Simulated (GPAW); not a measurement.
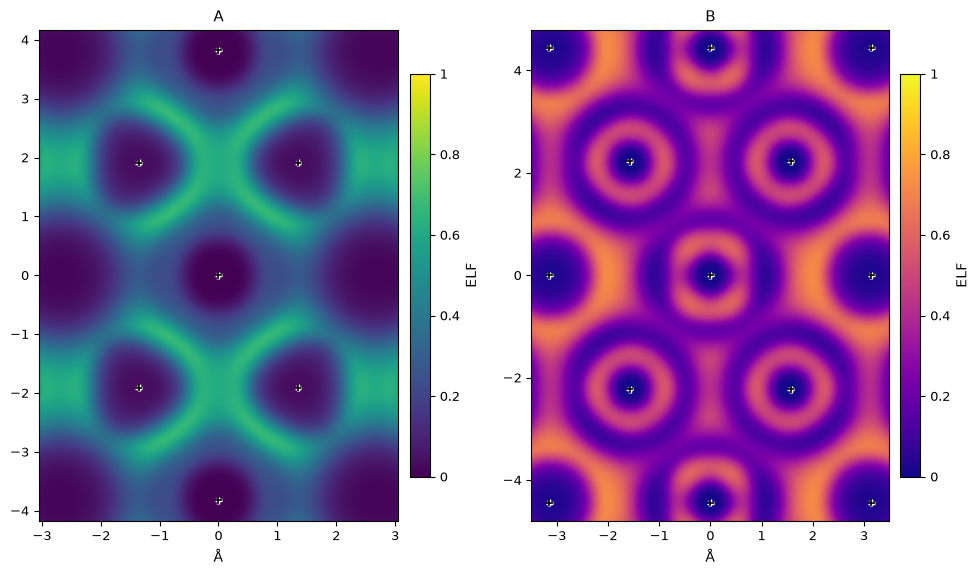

The ELF of 2 systems, each on a plane through atoms (crosses mark nuclei in the plane).

All numbers below come from Kohn-Sham DFT of a periodic cell, PBEsol, PAW data sets made by gpaw-setup for the functional in GPAW 26.7.0.

System 1: Si2Ni, the (110) plane of the conventional cell. Space group Fm-3m; spin-polarised.

```cif
data_structure
_symmetry_space_group_name_H-M 'P 1'
_symmetry_Int_Tables_number 1
_cell_length_a 5.4060
_cell_length_b 5.4060
_cell_length_c 5.4060
_cell_angle_alpha 90.000
_cell_angle_beta 90.000
_cell_angle_gamma 90.000
_cell_volume 157.99
loop_
_atom_site_label
_atom_site_type_symbol
_atom_site_fract_x
_atom_site_fract_y
_atom_site_fract_z
_atom_site_occupancy
Ni1 Ni 0.00000 0.00000 0.00000 1
Ni2 Ni 0.50000 0.50000 0.00000 1
Ni3 Ni 0.50000 0.00000 0.50000 1
Ni4 Ni 0.00000 0.50000 0.50000 1
Si1 Si 0.75000 0.25000 0.25000 1
Si2 Si 0.25000 0.75000 0.25000 1
Si3 Si 0.25000 0.25000 0.75000 1
Si4 Si 0.75000 0.75000 0.75000 1
Si5 Si 0.25000 0.25000 0.25000 1
Si6 Si 0.75000 0.75000 0.25000 1
Si7 Si 0.75000 0.25000 0.75000 1
Si8 Si 0.25000 0.75000 0.75000 1
```

System 2: Ti3Si, the (101) plane of the conventional cell. Space group Fm-3m; a structure from a database of computed crystals, not necessarily the ambient phase; computed pressure about −5 GPa in this cell.

```cif
data_structure
_symmetry_space_group_name_H-M 'P 1'
_symmetry_Int_Tables_number 1
_cell_length_a 6.2887
_cell_length_b 6.2887
_cell_length_c 6.2887
_cell_angle_alpha 90.000
_cell_angle_beta 90.000
_cell_angle_gamma 90.000
_cell_volume 248.71
loop_
_atom_site_label
_atom_site_type_symbol
_atom_site_fract_x
_atom_site_fract_y
_atom_site_fract_z
_atom_site_occupancy
Ti1 Ti 0.00000 0.00000 0.00000 1
Ti2 Ti 0.50000 0.50000 0.00000 1
Ti3 Ti 0.50000 0.00000 0.50000 1
Ti4 Ti 0.00000 0.50000 0.50000 1
Ti5 Ti 0.25000 0.25000 0.25000 1
Ti6 Ti 0.75000 0.75000 0.25000 1
Ti7 Ti 0.75000 0.25000 0.75000 1
Ti8 Ti 0.25000 0.75000 0.75000 1
Ti9 Ti 0.75000 0.25000 0.25000 1
Ti10 Ti 0.25000 0.75000 0.25000 1
Ti11 Ti 0.25000 0.25000 0.75000 1
Ti12 Ti 0.75000 0.75000 0.75000 1
Si1 Si 0.50000 0.00000 0.00000 1
Si2 Si 0.00000 0.50000 0.00000 1
Si3 Si 0.00000 0.00000 0.50000 1
Si4 Si 0.50000 0.50000 0.50000 1
```

### Match each panel to its system.

Panel A is system 1, Si2Ni: the plane holds Ni and Si. Si–Ni (2.34 Å): the ELF peaks at about 0.65 between the atoms. Panel B is system 2, Ti3Si: the plane holds Ti and Si. Ti–Ti (2.72 Å): the ELF is about 0.20 at the midpoint (no localised pair shows between them).
